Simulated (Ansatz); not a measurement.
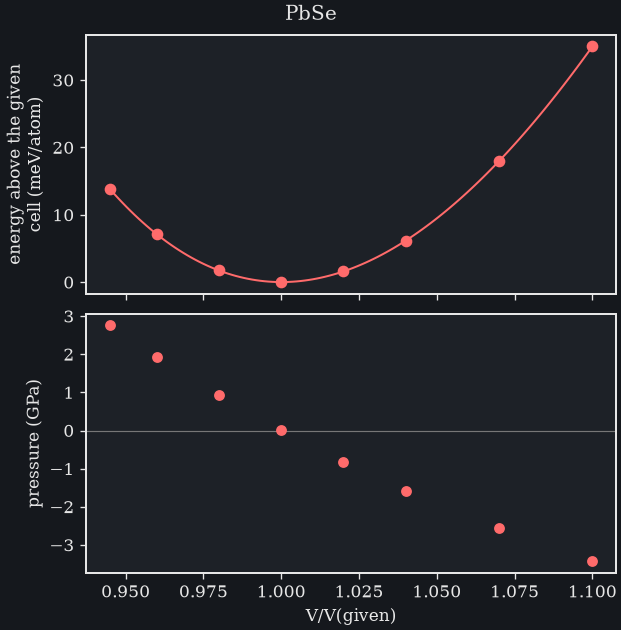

The plot gives the computed energy above the given cell and pressure against V/V(given) for PbSe, space group P6_3/mmc (No. 194) (cell built by us, not taken from a database).

Cell as given: a = 4.271 Å, b = 4.271 Å, c = 7.644 Å, α = 90.00°, β = 90.00°, γ = 120.00°; 4 atoms.

Calculation (Ansatz 0.2.0): plane-wave density functional theory, PAW datasets, Gaussian smearing 0.05 eV: equation of state, the given cell scaled in volume with shape and atoms relaxed at each volume; third-order Birch-Murnaghan fit. Level: PBE, no spin polarisation.

- PAW set: soft_2
- wave cutoff: 420 eV
- k mesh: 8×8×6
- symmetry use: detected

V(given) is 30.19 Å³/atom.

> How stiff is the solid, and where is its volume at rest?

A third-order Birch–Murnaghan fit gives V0 = 30.19 Å³/atom, B0 = 43.8 GPa and B′ = 4.1.

> Read off the course of the pressure.

It falls from 2.756 GPa at V/V(given) 0.945 to −3.428 GPa at 1.100, and changes sign near 1.000.

The computed values:

| V/V(given) | energy above the given cell (meV/atom) | pressure (GPa) |
| --- | --- | --- |
| 0.945 | 13.77 | 2.756 |
| 0.960 | 7.14 | 1.929 |
| 0.980 | 1.75 | 0.921 |
| 1.000 | 0.00 | 0.006 |
| 1.020 | 1.59 | −0.826 |
| 1.040 | 6.18 | −1.598 |
| 1.070 | 17.99 | −2.564 |
| 1.100 | 34.99 | −3.428 |
